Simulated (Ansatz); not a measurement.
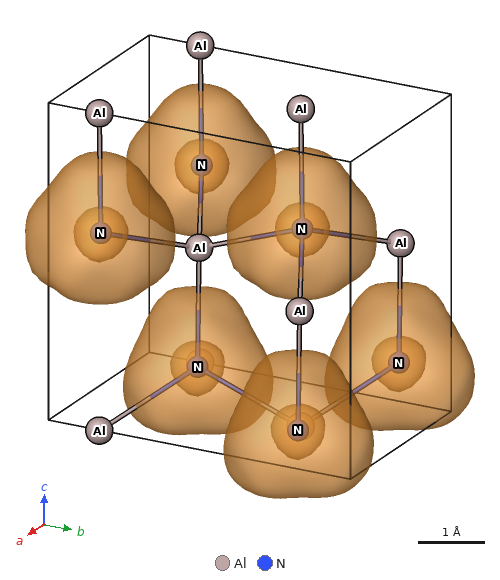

Figure 1: AlN. Isosurface of the ELF at 0.65 (orange), seen at an oblique angle. Core shells and regions of very low density are left out. Sticks mark near contacts.

Space group Cmc2₁; a generated structure, not necessarily the stable one.

All numbers below come from Ansatz, DFT HSE06, scalar-relativistic, plane waves, PAW.

Describe the localisation domains.

Answer. The surface consists of four regions on N in which the atom's valence shell and bonds are merged, counted in one cell of 8 atoms. Any copies at cell faces, edges or corners count once. Along the contacts the grid gives the following. Al–N (1.91 Å): the ELF peaks at about 0.90 in the valence shell of N, 0.8 Å from its nucleus, and is about 0.85 at the midpoint. Al–N (1.96 Å): the ELF peaks at about 0.90 between the atoms; a shared but strongly polarised pair.

Metal or insulator at this level of theory?

Answer. It is gapped, with a Kohn–Sham gap of 4.8 eV on the k-point mesh (the band edges may lie off the mesh, which would make the gap smaller).
